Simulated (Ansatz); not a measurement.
# A thicker film of NaCl (001) from two thinner ones

In a field along its normal an insulating film takes a dipole p. Written as a length, p/(ε₀AE), it should grow by 1 − 1/ε for each ångström added.

Set-up. Ansatz 0.2.0, plane waves with PAW datasets (its set soft_2), PBE; rocksalt films relaxed at a bulk in-plane lattice constant near the measured one, then held in weak fields of both signs with a dipole correction (A is the cell's area, E the outer field).

```
    run  distance between the outer atoms (Å)  p/(ε₀AE) (Å)
3 units                                 5.792         5.417
5 units                                11.526         8.845
8 units                                20.115             ?
```

Q: Estimate the withheld value from the rows shown.

Two rows fix a line: slope = (8.845 − 5.417) / (11.526 − 5.792) = 0.5978, intercept 1.9546. That slope means ε = 1/(1 − 0.5978) = 2.49. At 20.115 it gives 0.5978 × 20.115 + 1.9546 = 13.979 Å, beyond the rows fitted. Rounding of the rows alone allows about ±0.003 Å there; two rows can't show whether the line holds.

The run itself gives 13.990 Å: a miss of +0.011 Å, or 0.1 % of the value. The length is met to within 1 %, though ε is more sensitive than the length: the two thickest films give ε = 2.49.

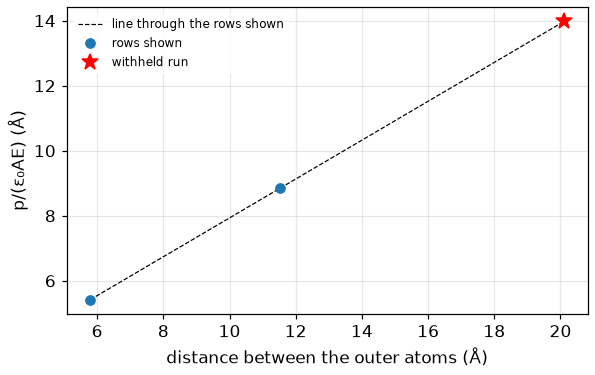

The fit and the withheld run.

**Limits.** This is the electronic response alone. A unit is one step of the cut along the normal (a plane, a pair of planes or a cell), and the layers relax along it, away from their bulk spacing where the functional's lattice constant differs from the one held.

[Logs are printed without paths, hosts, clocks, repeated set-up lines and the standing remarks that a program may print on its own settings, such as how far it seeks lower states.]
